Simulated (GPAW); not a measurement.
# Core-hole calculation of the Ga K edge in GaN (P6_3mc), part 2 of 4

Aim: the dependence of the Ga K near-edge features of GaN (P6_3mc) on volume.

GPAW 26.7.0; X-ray absorption from dipole matrix elements to empty bands, plane-wave PAW revPBE.

So far. Step 2 (Ground state of the crystal): The mesh shows a gap of 1.96 eV, so the hole is first treated in a charged cell, without the excited electron.

The database entry behind the starting cell differs from later determinations by our own check (about 0.3 % short, ideal inner coordinate), so it need not match the best structure at ambient conditions.

### 4. Spectrum with FCH, Ga atom 1

The holes are 5.5 Å apart. In GPAW the data set carries the hole's charge, so charge=0 means a charged cell and charge=-1 a neutral one. The excited electron is left out and a uniform background balances the charge. After the field has converged, empty bands are computed with the density fixed and the dipole matrix elements are summed.

The absorber has 1 N at 1.94 Å and 3 N at 1.95 Å (tetrahedral, site symmetry 3m).

The input, xas.py:

```python
import numpy as np
from ase import Atoms
from ase.parallel import parprint, paropen
from gpaw import GPAW, PW, FermiDirac, Mixer, MixerDif, setup_paths
from gpaw.test import gen
setup_paths.insert(0, '.')
gen('Ga', name='fch1s', xcname='revPBE', corehole=(1, 0, 1), write_xml=True)
from gpaw.mpi import world
world.barrier()

atoms = Atoms('Ga6N6',
    cell=[[0, -5.50792157, 0],
     [4.77, -2.75396078, 0],
     [-1.59, 2.75396078, 5.166]],
    scaled_positions=[[0.83333333, 0.5, 0.5],
     [0.16666667, 0.83333333, 0.5],
     [0.5, 0.16666667, 0.5],
     [0.66666667, 0, 0],
     [0, 0.33333333, 0],
     [0.33333333, 0.66666667, 0],
     [0.95833333, 0.625, 0.875],
     [0.29166667, 0.95833333, 0.875],
     [0.625, 0.29166667, 0.875],
     [0.79166667, 0.125, 0.375],
     [0.125, 0.45833333, 0.375],
     [0.45833333, 0.79166667, 0.375]],
    pbc=True)
atoms.calc = calc = GPAW(legacy_gpaw=True, mode=PW(500, force_complex_dtype=True), xc='revPBE', setups={0: 'fch1s'},
    kpts={'size': (4, 4, 4), 'gamma': True}, occupations=FermiDirac(0.02),
    charge=0, mixer=Mixer(0.1, 5, 50), maxiter=150,
    convergence={'density': 0.0001, 'eigenstates': 1e-6}, txt='scf.txt')
energy = atoms.get_potential_energy() + calc.get_reference_energy()
ef = calc.get_fermi_level()
out = dict(energy=energy, fermi=ef, forces=atoms.get_forces().tolist())
parprint(f'all-electron energy {energy:.4f} eV, Fermi level {ef:.4f} eV')
ev = np.array([[calc.get_eigenvalues(k, s) for k in range(len(calc.get_ibz_k_points()))] for s in range(calc.get_number_of_spins())])
out['homo'], out['lumo'], out['counts'] = ev[ev < ef].max(), ev[ev > ef].min(), sorted(set((ev < ef).sum((0, 2)).tolist()))
out['filled'] = (ev[:, 0] < ef).sum(1).tolist()

from ase.units import Ha
from gpaw.xas import dipole_matrix_elements
nb = int(calc.get_number_of_electrons() / 2) + 84
top, nb = nb, nb + 8 + nb // 12
nscf = calc.fixed_density(kpts={'size': (5, 5, 5), 'gamma': True}, nbands=nb,
    convergence={'bands': top, 'eigenstates': 5e-3}, maxiter=60, txt='nscf.txt')
cell = atoms.cell.array
ops = [cell.T @ U.T @ np.linalg.inv(cell.T) for U in nscf.wfs.kd.symmetry.op_scc]
filled = [24]  # bands filled in the ground state, by spin
E = np.arange(-6, 34, 0.1)
fwhm = np.interp(E, [4, 25], [1.82, 3.5])
Y, X, zero, highest = 0, 0, 1e9, 1e9
for spin in range(nscf.get_number_of_spins()):
    wfs = nscf.wfs
    mine = wfs.bd.get_slice()  # this rank's bands
    A = dipole_matrix_elements(wfs.setups[0])
    eps = np.zeros((wfs.kd.nibzkpts, nb))
    d = np.zeros((3, A.shape[1], wfs.kd.nibzkpts, nb), complex)
    for kpt in wfs.kpt_u:
        if kpt.s == spin and 0 in kpt.P_ani:
            eps[kpt.k, mine] = kpt.eps_n * Ha
            d[:, :, kpt.k, mine] = (kpt.weight * wfs.nspins / 2) ** 0.5 * np.inner(A, kpt.P_ani[0])
    world.sum(eps)
    world.sum(d)
    T = np.einsum('amkn,bmkn->abkn', d, d.conj()).real
    T = sum(np.einsum('ai,ijkn,bj->abkn', R, T, R) for R in ops) / len(ops)
    empty = np.ones_like(eps, bool) & (np.arange(nb) >= filled[spin])
    zero, highest = min(zero, eps[empty].min()), min(highest, eps[:, top - 1].min())
    lines = [(eps, T, empty)] if spin == 0 else lines + [(eps, T, empty)]
for eps, T, empty in lines:
    f = np.einsum('aakn->akn', T).reshape(3, -1)
    x = eps.ravel() - zero
    w = np.interp(x, E, fwhm) / 2.35482
    g = np.exp(-0.5 * ((E[:, None] - x) / w) ** 2) / (w * (2 * np.pi) ** 0.5)
    Y = Y + (f * empty.ravel()) @ g.T
    X = X + (f * ~empty.ravel()) @ g.T
out.update(E=E.round(2).tolist(), xas=Y.tolist(), xes=X.tolist(), zero=zero, valid=highest - zero, nk=len(eps), nb=nb)
for i in range(0, len(E), 10):
    parprint(f'{E[i]:7.2f}', *(f'{v:10.3e}' for v in Y[:, i]))
import json
with paropen('out.json', 'w') as f:
    json.dump(out, f)
```

On the command line:

```
> OMP_NUM_THREADS=1 mpirun -n 4 gpaw python xas.py
```

Numbers of over 12 decimals in the logs are rounded to 6 here.

Output:

```text
Input parameters:
  convergence: {density: 0.0001,
                eigenstates: 1e-06}
  kpts: {gamma: True,
         size: (4, 4, 4)}
  maxiter: 150
  mixer: {backend: pulay,
          beta: 0.1,
          method: separate,
          nmaxold: 5,
          weight: 50}
  mode: {ecut: 500.0,
         force_complex_dtype: True,
         name: pw}
  occupations: {fixmagmom: False,
                name: fermi-dirac,
                width: 0.02}
  setups: {0: fch1s}
  xc: revPBE

Initialize ...

[... PAW data sets ...]

Reference energy: -315822.542395  # eV

Spin-paired calculation

[... convergence settings ...]
Symmetries present (total): 1
  [... symmetry matrices ...]

64 k-points: 4 x 4 x 4 Monkhorst-Pack grid + [1/8,1/8,1/8]
36 k-points in the irreducible part of the Brillouin zone
       k-points in crystal coordinates                weights
   0:     0.00000000    0.00000000    0.00000000          1/64
   1:     0.00000000    0.00000000    0.25000000          2/64
   2:     0.00000000    0.00000000    0.50000000          1/64
   3:     0.00000000    0.25000000   -0.25000000          2/64
   4:     0.00000000    0.25000000    0.00000000          2/64
   5:     0.00000000    0.25000000    0.25000000          2/64
   6:     0.00000000    0.25000000    0.50000000          2/64
   7:     0.00000000    0.50000000    0.00000000          1/64
   8:     0.00000000    0.50000000    0.25000000          2/64
   9:     0.00000000    0.50000000    0.50000000          1/64
          ...
  35:     0.50000000    0.50000000    0.50000000          1/64

Wave functions: Plane wave expansion
  Cutoff energy: 500.000 eV
  Number of coefficients (min, max): 3403, 3468
  Pulay-stress correction: 0.000000 eV/Ang^3 (de/decut=0.000000)
  Using FFTW library
  Wavefunction extrapolation:
    Improved wavefunction reuse through dual PAW basis

Occupation numbers: Fermi-Dirac:
  width: 0.0200  # eV

Eigensolver
   Davidson(niter=2)

Densities:
  Coarse grid: 30*30*32 grid
  Fine grid: 60*60*64 grid
  Total Charge: 1.000000

Density mixing:
  Method: separate
  Backend: pulay
  Linear mixing parameter: 0.1
  old densities: 5
  Width of damping distribution: 1.1
  Damping of long wavelength oscillations: 50

[... Hamiltonian set-up ...]
Number of atoms: 12
Number of atomic orbitals: 48
Number of bands in calculation: 33
Number of valence electrons: 48
Bands to converge: occupied

... initialized

Initializing position-dependent things.

Density initialized from atomic densities
Creating initial wave functions:
  33 bands from LCAO basis set

         N       N

           N
         Ga   N  Ga
        N  Ga   N
              Ga

        Ga      Ga

Atomic positions and initial magnetic moments

Positions:
   0 Ga     1.590000   -4.589935    2.583000    ( 0.0000,  0.0000,  0.0000)
   1 Ga     3.180000   -1.835974    2.583000    ( 0.0000,  0.0000,  0.0000)
   2 Ga     0.000000   -1.835974    2.583000    ( 0.0000,  0.0000,  0.0000)
   3 Ga     0.000000   -3.671948    0.000000    ( 0.0000,  0.0000,  0.0000)
   4 Ga     1.590000   -0.917987    0.000000    ( 0.0000,  0.0000,  0.0000)
   5 Ga     3.180000   -3.671948    0.000000    ( 0.0000,  0.0000,  0.0000)
   6 N      1.590000   -4.589935    4.520250    ( 0.0000,  0.0000,  0.0000)
   7 N      3.180000   -1.835974    4.520250    ( 0.0000,  0.0000,  0.0000)
   8 N      0.000000   -1.835974    4.520250    ( 0.0000,  0.0000,  0.0000)
   9 N     -0.000000   -3.671948    1.937250    ( 0.0000,  0.0000,  0.0000)
  10 N      1.590000   -0.917987    1.937250    ( 0.0000,  0.0000,  0.0000)
  11 N      3.180000   -3.671948    1.937250    ( 0.0000,  0.0000,  0.0000)

Unit cell:
           periodic     x           y           z      points  spacing
  1. axis:    yes    0.000000   -5.507922    0.000000    30     0.1520
  2. axis:    yes    4.770000   -2.753961    0.000000    30     0.1520
  3. axis:    yes   -1.590000    2.753961    5.166000    32     0.1614

  Lengths:   5.507922   5.507922   6.066297
  Angles:  116.999149 116.999149  60.000000

Effective grid spacing dv^(1/3) = 0.1677

iter:   1   -91.462370
iter:   2   -86.722185   -1.04  -0.56
iter:   3   -81.615464   -0.23  -0.67
iter:   4   -81.728725   -1.28  -1.12
iter:   5   -81.721156   -1.98  -1.37
iter:   6   -81.689898   -2.25  -1.95
iter:   7   -81.671065   -3.01  -2.05
iter:   8   -81.673597c  -3.06  -2.59
iter:   9   -81.671285c  -3.34  -2.52
iter:  10   -81.670854c  -4.74  -2.76
iter:  11   -81.671074c  -4.28  -3.08
iter:  12   -81.670913c  -4.43  -3.01
iter:  13   -81.670897c  -5.62  -3.29
iter:  14   -81.670899c  -6.71c -3.72
iter:  15   -81.670899c  -6.44c -3.84
iter:  16   -81.670903c  -6.01c -3.95
iter:  17   -81.670905c  -5.66  -3.89
iter:  18   -81.670898c  -6.38c -3.76
iter:  19   -81.670898c  -7.10c -4.37c

Converged after 19 iterations.

Dipole moment: (3.220848, -6.059220, 3.974444) |e|*Ang

Energy contributions relative to reference atoms: (reference = -315822.542395)

Kinetic:       +144.663181
Potential:     -139.062281
External:        +0.000000
XC:             -87.214520
Entropy (-ST):   -0.000000
Local:           -0.057278
SIC:             +0.000000
--------------------------
Free energy:    -81.670898
Extrapolated:   -81.670898

Showing only first 2 kpts
 Kpt  Band  Eigenvalues  Occupancy
  0    22      6.80699    2.00000
  0    23      6.80742    2.00000
  0    24      8.51735    0.00000
  0    25     10.91801    0.00000

  1    22      6.66204    2.00000
  1    23      6.66633    2.00000
  1    24      9.67658    0.00000
[...]
Fermi level: 7.76918

Gap: 1.710 eV
Transition (v -> c):
  (s=0, k=0, n=23, [0.00, 0.00, 0.00]) -> (s=0, k=0, n=24, [0.00, 0.00, 0.00])
No difference between direct/indirect transitions

Forces in eV/Ang:
  0 Ga   -0.00003    0.00018   -0.01149
  1 Ga   -0.00007    0.00023    0.67541
  2 Ga   -0.00005    0.00021    0.55931
  3 Ga    0.51769    0.24805   -0.76707
  4 Ga   -0.47393    0.32486   -0.76706
  5 Ga   -0.04470   -0.57233   -0.76710
  6 N     0.00067   -0.00056   -1.46222
  7 N     0.00079   -0.00054    0.31614
  8 N     0.00076   -0.00052    0.19983
  9 N     1.37427   -0.88944    0.67545
 10 N     0.08277    1.63373    0.67551
 11 N    -1.45653   -0.74655    0.67538
Scalar-relativistic atomic revPBE calculation for Ga (Gallium, Z=31)
Core hole in 1s state (1s occupation: 1.0)
600 radial gridpoints.
|------------------------------------------------|
|------------------------------------------------|
[... the atom generator's iteration count ...]

Energy contributions:
-------------------------
Kinetic:    +1582.832673
XC:           -66.316788
Potential:  -3077.580868
-------------------------
Total:      -1561.064983

state      eigenvalue         ekin         rmax
-----------------------------------------------
1s^1.0 :  -389.518808   491.410736        0.032
2s^2.0 :   -49.688473    97.121853        0.179
2p^6.0 :   -44.275887    95.841058        0.142
3s^2.0 :    -6.372965    22.109512        0.549
3p^6.0 :    -4.569721    20.066606        0.544
3d^10.0:    -1.423813    15.061766        0.503
4s^2.0 :    -0.716397     2.608616        1.738
4p^1.0 :    -0.412617     1.678331        2.092
-----------------------------------------------
(units: Bohr and Hartree)

Generating PAW setup
Kinetic energy of the core from tauc = 1590.848088
Cutoffs:
rc(s)=2.200
rc(p)=2.200
rc(d)=2.200
rc(vbar)=1.980
rc(comp)=2.200
rc(nct)=2.200

Kinetic energy of the core states: 1575.937110
Charge: 1.0
Core electrons: 27.0
Valence electrons: 3.0
Pseudo-core charge: 1.200813
Shape function alpha=2.066
Pseudo-electron charge 4.626002
state    eigenvalue         norm
--------------------------------
4s(2) :    -0.716397     1.200172
*s    :     0.283603
4p(1) :    -0.412617     1.024845
*p    :     0.587383
*d    :     0.000000
--------------------------------

Diagonalizing with gridspacing h=0.050

state   all-electron     PAW
-------------------------------
4s:      -0.716397    -0.716622
4p:      -0.412617    -0.412811
*d:                   -0.113185
*f:                   -0.025350
-------------------------------
all-electron energy -315904.2133 eV, Fermi level 7.7692 eV
[...]
31.00  1.273e-07  1.274e-07  8.079e-08
  32.00  1.181e-07  1.182e-07  7.673e-08
  33.00  1.024e-07  1.025e-07  7.186e-08
```

Elapsed: 2.4 min, on 4 MPI ranks of Intel Xeon Platinum 8259CL at 2.50GHz (Skylake/Cascade Lake), shared host; peak memory 0.47 GiB.

The Ga K spectrum, Ga atom 1, full core hole (charged cell) (energy from the lowest empty level; intensity scaled to a mean of 1 over the first 20 eV; polarised curves are means over the symmetry-equivalent atoms):

| E (eV) | isotropic | ε ⊥ c | ε ∥ c |
| --- | --- | --- | --- |
| -2.0 | 0.00 | 0.00 | 0.00 |
| -0.5 | 0.00 | 0.00 | 0.00 |
| 1.0 | 0.06 | 0.06 | 0.05 |
| 2.5 | 0.69 | 0.73 | 0.60 |
| 4.0 | 1.27 | 1.26 | 1.31 |
| 5.5 | 1.24 | 1.06 | 1.60 |
| 7.0 | 1.67 | 1.60 | 1.79 |
| 8.5 | 2.01 | 2.40 | 1.23 |
| 10.0 | 1.17 | 1.33 | 0.85 |
| 11.5 | 1.04 | 0.88 | 1.36 |
| 13.0 | 0.73 | 0.62 | 0.95 |
| 14.5 | 0.56 | 0.50 | 0.69 |
| 16.0 | 0.72 | 0.64 | 0.88 |
| 17.5 | 0.92 | 0.86 | 1.04 |
| 19.0 | 1.02 | 1.05 | 0.95 |
| 20.5 | 0.94 | 1.04 | 0.75 |
| 22.0 | 0.84 | 0.91 | 0.72 |
| 23.5 | 0.77 | 0.77 | 0.76 |
| 25.0 | 0.78 | 0.71 | 0.92 |
| 26.5 | 0.84 | 0.75 | 1.03 |
| 28.0 | 0.83 | 0.81 | 0.87 |

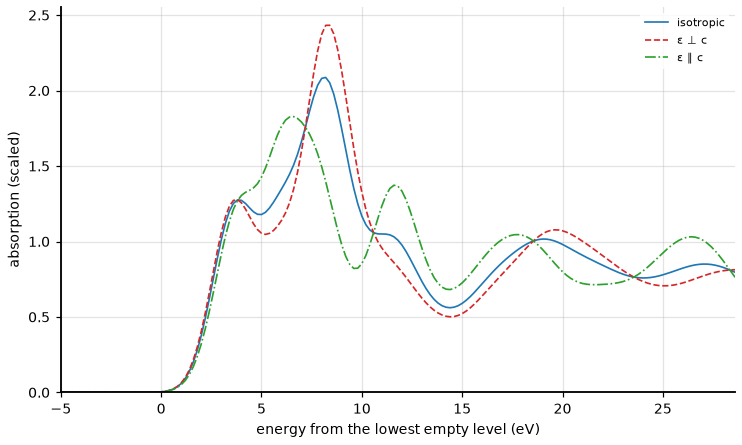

The Ga K edge, Ga atom 1, full core hole (charged cell): main maxima at 3.8, 8.2 and 19.0 eV.

Main maxima below 28 eV (height): 3.8 eV (1.28), 8.2 eV (2.09), 19.0 eV (1.02) and 27.0 eV (0.85). A K edge sees empty p states on the absorber.

The energy difference (zero at 10402 eV) isn't read as a photon energy: for so heavy an absorber the terms left out (the hole's spin, the functional's error) amount to tens of eV or more.

### 5. Reference energy of the supercell

The cell changes for the next run, so it gets a reference energy of its own.

The cell differs from the one that the last finished run ended in (a 5.508 → 5.395 Å, b 5.508 → 5.395 Å, c 6.066 → 5.942 Å).

The input, scf.py:

```python
import numpy as np
from ase import Atoms
from ase.parallel import parprint, paropen
from gpaw import GPAW, PW, FermiDirac, Mixer, MixerDif, setup_paths
from gpaw.test import gen
setup_paths.insert(0, '.')
gen('Ga', name='nch1s', xcname='revPBE', corehole=(1, 0, 0), write_xml=True)
from gpaw.mpi import world
world.barrier()

atoms = Atoms('Ga6N6',
    cell=[[0, -5.39548346, 0],
     [4.67262574, -2.69774173, 0],
     [-1.55754191, 2.69774173, 5.06054184]],
    scaled_positions=[[0.83333333, 0.5, 0.5],
     [0.16666667, 0.83333333, 0.5],
     [0.5, 0.16666667, 0.5],
     [0.66666667, 0, 0],
     [0, 0.33333333, 0],
     [0.33333333, 0.66666667, 0],
     [0.95833333, 0.625, 0.875],
     [0.29166667, 0.95833333, 0.875],
     [0.625, 0.29166667, 0.875],
     [0.79166667, 0.125, 0.375],
     [0.125, 0.45833333, 0.375],
     [0.45833333, 0.79166667, 0.375]],
    pbc=True)
atoms.calc = calc = GPAW(legacy_gpaw=True, mode=PW(500, force_complex_dtype=True), xc='revPBE', setups={0: 'nch1s'},
    kpts={'size': (4, 4, 4), 'gamma': True}, occupations=FermiDirac(0.02),
    charge=0, mixer=Mixer(0.1, 5, 50), maxiter=150,
    convergence={'density': 0.0001, 'eigenstates': 1e-6}, txt='scf.txt')
energy = atoms.get_potential_energy() + calc.get_reference_energy()
ef = calc.get_fermi_level()
out = dict(energy=energy, fermi=ef, forces=atoms.get_forces().tolist())
parprint(f'all-electron energy {energy:.4f} eV, Fermi level {ef:.4f} eV')
ev = np.array([[calc.get_eigenvalues(k, s) for k in range(len(calc.get_ibz_k_points()))] for s in range(calc.get_number_of_spins())])
out['homo'], out['lumo'], out['counts'] = ev[ev < ef].max(), ev[ev > ef].min(), sorted(set((ev < ef).sum((0, 2)).tolist()))
out['filled'] = (ev[:, 0] < ef).sum(1).tolist()
import json
with paropen('out.json', 'w') as f:
    json.dump(out, f)
```

On the command line:

```
> OMP_NUM_THREADS=1 mpirun -n 4 gpaw python scf.py
```

Output:

```text
Input parameters:
  convergence: {density: 0.0001,
                eigenstates: 1e-06}
  kpts: {gamma: True,
         size: (4, 4, 4)}
  maxiter: 150
  mixer: {backend: pulay,
          beta: 0.1,
          method: separate,
          nmaxold: 5,
          weight: 50}
  mode: {ecut: 500.0,
         force_complex_dtype: True,
         name: pw}
  occupations: {fixmagmom: False,
                name: fermi-dirac,
[...]
4s(2) :    -0.326311     1.132991
*s    :     0.673689
4p(1) :    -0.092959     1.011308
*p    :     0.907041
*d    :     0.000000
--------------------------------

Diagonalizing with gridspacing h=0.050

state   all-electron     PAW
-------------------------------
4s:      -0.326311    -0.326463
4p:      -0.092959    -0.093044
*d:                    0.026030
*f:                    0.060048
-------------------------------
all-electron energy -326295.9631 eV, Fermi level 8.1140 eV
[key lines of the parts left out:]
Converged after 13 iterations.
Dipole moment: (2.846919, -4.930981, 4.269223) |e|*Ang
Free energy:    -63.218486
Fermi level: 8.11402
```

Elapsed: 36 s, on 4 MPI ranks; peak memory 0.26 GiB; 2.4 min of CPU time.

Reference energy: -326295.963 eV with the cores included.

### 6. Spectrum with FCH, Ga atom 1

Shorter bonds are expected to push antibonding states and scattering resonances up, and longer ones down; the cell is scaled to test that.

Changed against the first core-hole run: volume scale from 1 to 0.94.

xas.py, as its differences from that of step 4:

```diff
@@ -11,5 +11,5 @@
 atoms = Atoms('Ga6N6',
-    cell=[[0, -5.50792157, 0],
-     [4.77, -2.75396078, 0],
-     [-1.59, 2.75396078, 5.166]],
+    cell=[[0, -5.39548346, 0],
+     [4.67262574, -2.69774173, 0],
+     [-1.55754191, 2.69774173, 5.06054184]],
     scaled_positions=[[0.83333333, 0.5, 0.5],
@@ -41,3 +41,3 @@
 from gpaw.xas import dipole_matrix_elements
-nb = int(calc.get_number_of_electrons() / 2) + 84
+nb = int(calc.get_number_of_electrons() / 2) + 79
 top, nb = nb, nb + 8 + nb // 12
```

On the command line:

```
> OMP_NUM_THREADS=1 mpirun -n 4 gpaw python xas.py
```

Output:

```text
Input parameters:
  convergence: {density: 0.0001,
                eigenstates: 1e-06}
  kpts: {gamma: True,
         size: (4, 4, 4)}
  maxiter: 150
  mixer: {backend: pulay,
          beta: 0.1,
          method: separate,
          nmaxold: 5,
          weight: 50}
  mode: {ecut: 500.0,
         force_complex_dtype: True,
         name: pw}
  occupations: {fixmagmom: False,
                name: fermi-dirac,
[...]
*p    :     0.587383
*d    :     0.000000
--------------------------------

Diagonalizing with gridspacing h=0.050

state   all-electron     PAW
-------------------------------
4s:      -0.716397    -0.716622
4p:      -0.412617    -0.412811
*d:                   -0.113185
*f:                   -0.025350
-------------------------------
all-electron energy -315903.7496 eV, Fermi level 8.1015 eV
[...]
32.00  1.246e-07  1.249e-07  7.571e-08
  33.00  1.092e-07  1.102e-07  6.831e-08
[key lines of the parts left out:]
Converged after 19 iterations.
Dipole moment: (2.987809, -5.664089, 4.144182) |e|*Ang
Free energy:    -81.207208
Fermi level: 8.10146
```

It took 2.2 min on 4 MPI ranks; peak memory 0.44 GiB; 8.7 min of CPU time.

| E (eV) | first run | this run |
| --- | --- | --- |
| -2.0 | 0.00 | 0.00 |
| -1.0 | 0.00 | 0.00 |
| 0.0 | 0.00 | 0.01 |
| 1.0 | 0.06 | 0.09 |
| 2.0 | 0.38 | 0.51 |
| 3.0 | 1.01 | 1.11 |
| 4.0 | 1.27 | 1.19 |
| 5.0 | 1.18 | 1.09 |
| 6.0 | 1.35 | 1.27 |
| 7.0 | 1.67 | 1.63 |
| 8.0 | 2.08 | 2.06 |
| 9.0 | 1.74 | 1.72 |
| 10.0 | 1.17 | 1.15 |
| 11.0 | 1.05 | 1.07 |
| 12.0 | 0.98 | 1.08 |
| 13.0 | 0.73 | 0.85 |
| 14.0 | 0.57 | 0.62 |
| 15.0 | 0.59 | 0.58 |
| 16.0 | 0.72 | 0.68 |
| 17.0 | 0.86 | 0.81 |
| 18.0 | 0.97 | 0.91 |
| 19.0 | 1.02 | 0.98 |
| 20.0 | 0.98 | 1.00 |
| 21.0 | 0.91 | 0.96 |
| 22.0 | 0.84 | 0.90 |
| 23.0 | 0.78 | 0.85 |
| 24.0 | 0.76 | 0.80 |
| 25.0 | 0.78 | 0.81 |
| 26.0 | 0.82 | 0.86 |
| 27.0 | 0.85 | 0.91 |

The scaled spectrum changes by 6 % r.m.s. The highest intensity below 24 eV stays at 8.2 eV.

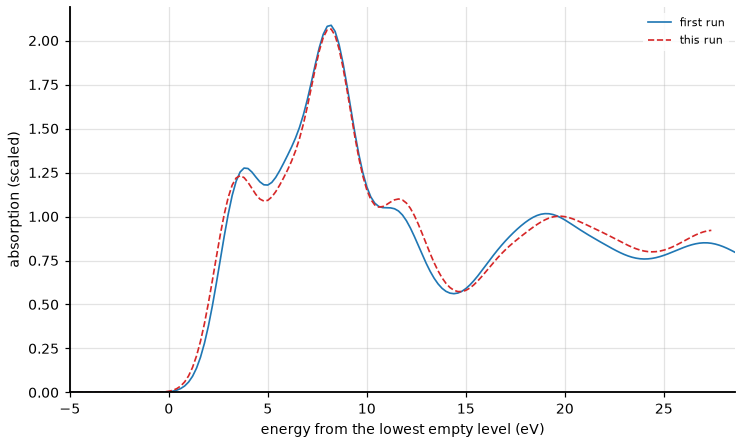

The effect of the change (volume scale from 1 to 0.94).

The photon energy of the zero moves by +0.27 eV.

[end of part 2 of 4]

[Banner, clock and machine lines of the logs are left out without a mark of their own.]

[Logs are printed without paths, hosts, clocks, repeated set-up lines and the standing remarks that a program may print on its own settings, such as how far it seeks lower states.]

[Hosts, paths, dates, database ids (printed as entryN), source tags and the programs' standing remarks are cut or masked in the printed files.]

[Lists of maxima count a maximum above −3 eV only where it reaches 4 % of the highest in the window and stands out from its surroundings by 2 % of it (1.5 % where it reaches 55 %); shoulders and weaker maxima are passed over, and of the rest the first, up to two pre-edge ones and the few strongest are named.]
